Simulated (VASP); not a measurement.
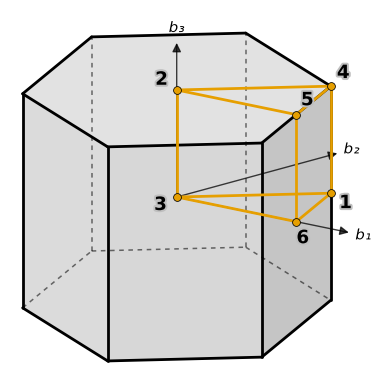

For TaN, the end point of a relaxation with VASP Kohn-Sham DFT of a periodic cell, TPSS, VASP PAW PBE potentials, recommended in VASP: the first Brillouin zone of a primitive hexagonal lattice (hP; extended symbol hP2) is drawn with its special points numbered. All values are computed from the atomic coordinates in the standard setting (tolerance 0.002 Å).

a = 2.944 Å, b = 2.944 Å, c = 2.901 Å, α = 90.00°, β = 90.00°, γ = 120.00°.

Labels and path follow the convention of Hinuma et al. (2017), as computed by seekpath; the arrows show the directions of the reciprocal primitive vectors b₁, b₂, b₃, in which coordinates are given.

Q: Give the label and coordinates of each numbered point.

A:
| no. | label | coordinates |
| --- | --- | --- |
| 1 | K | (1/3, 1/3, 0) |
| 2 | A | (0, 0, 1/2) |
| 3 | Γ | (0, 0, 0) |
| 4 | H | (1/3, 1/3, 1/2) |
| 5 | L | (1/2, 0, 1/2) |
| 6 | M | (1/2, 0, 0) |
